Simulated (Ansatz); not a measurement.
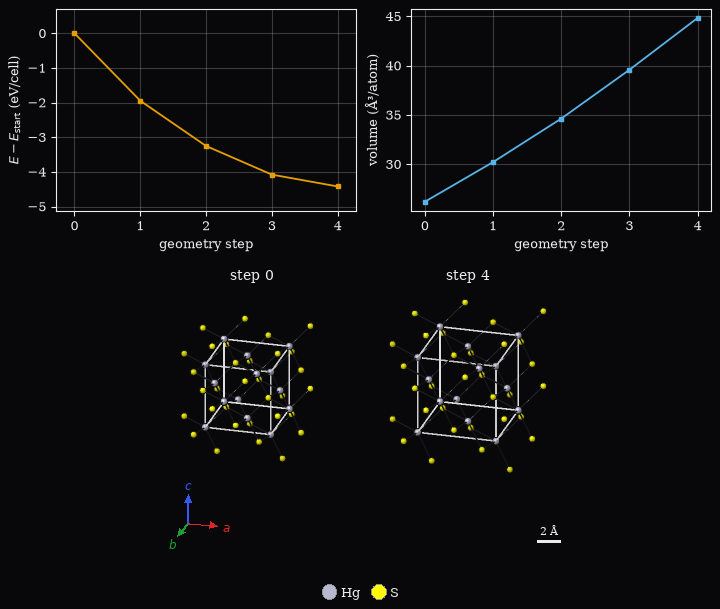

First and last geometry of a relaxation of solid HgS (set up in F-43m) (coarse preliminary run), with the history of the run. The picture is a ball-and-stick view of the conventional cell (4 times the calculation's cell), seen from a free direction. Lengths and directions refer to the drawn axes.

Case: input drawn at random.

The calculation used Ansatz, DFT PBE, scalar-relativistic, plane waves, PAW. (plane-wave cutoff 420 eV; k-point mesh 1 × 1 × 1; occupations tetrahedron; no spin polarisation; cell relaxed at fixed shape; force threshold 0.02 eV/Å; at most 10 steps)

**What do the curves and the structures tell?**

The run was cut off at its time limit before the relaxation converged, so the last structure is only a point on the way. No atom moves by more than 0.005 Å relative to the cell. The drawn cell changes as follows: a = b = c 5.939 → 7.105 Å (+19.6 %); the volume changes by +71.2 %. Near-neighbour distances that change, for instance: Hg–S 2.572 → 3.077 Å. The space group stays F-43m (No. 216). Over 4 geometry steps the energy falls by 4.421 eV per cell of the calculation. All forces vanish by symmetry, so only the cell relaxes. Pressure: 49.02 GPa at the start and 1.41 GPa at the end.

```
step  E − E(0), meV/atom  pressure, GPa  volume, Å³/atom
   0                0.00          49.02           26.189
   1             -973.79          30.33           30.209
   2            -1626.71          18.13           34.621
   3            -2039.76           9.14           39.571
   4            -2210.63           1.41           44.832
```
